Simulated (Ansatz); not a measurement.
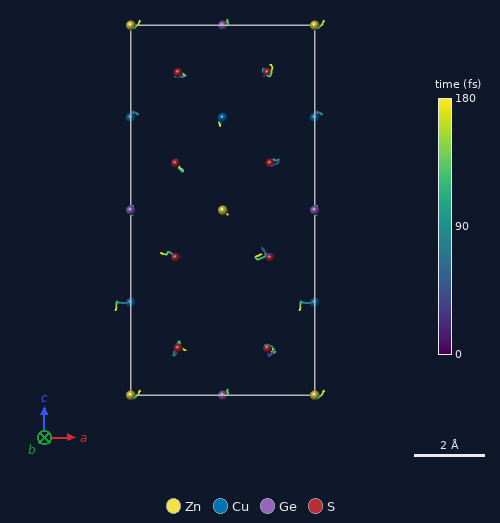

A Born-Oppenheimer molecular dynamics run of ZnCu$_{2}$GeS$_{4}$ with a Cu vacancy (15 atoms in the cell), 180 fs long. Lines trace each atom's path, coloured by time; spheres stand at the starting positions. Seen along the b axis in the simulation cell.

All numbers below come from DFT PBE, scalar-relativistic, plane waves, PAW (Ansatz). Settings: plane-wave cutoff 420 eV; k-point mesh 2 × 2 × 1; Fermi-Dirac smearing 0.002 eV; low-accuracy preset; Langevin thermostat (NVT); set temperature 1200 K; time step 2 fs; friction 0.02 per fs.

**Describe the motion.**

In the second half of the run the atoms are, in the root-mean-square, this far from where they began (common drift taken out): Cu 0.38 Å, Zn 0.34 Å, S 0.26 Å, Ge 0.18 Å. The run lasts only 180 fs, too short to tell vibration from diffusion. Over the second half the temperature averages 1093 K (spread ±135 K). The potential energy in the second half lies on average 112 meV per atom above the first frame. The smearing is very narrow for so coarse a k-point mesh, which makes the forces of a metal noisy.

Limits of the set-up: the cell has an odd number of electrons but was run without spin polarisation; the k-point mesh is coarse for a cell with partly filled bands; the program's low-accuracy preset was used; the periodic images lie only 5.3 Å apart, so the values are limited by the cell's size.

The run took 15 min on 1 thread of Arm Neoverse V1, with other jobs on the host, peak memory 0.71 GiB.
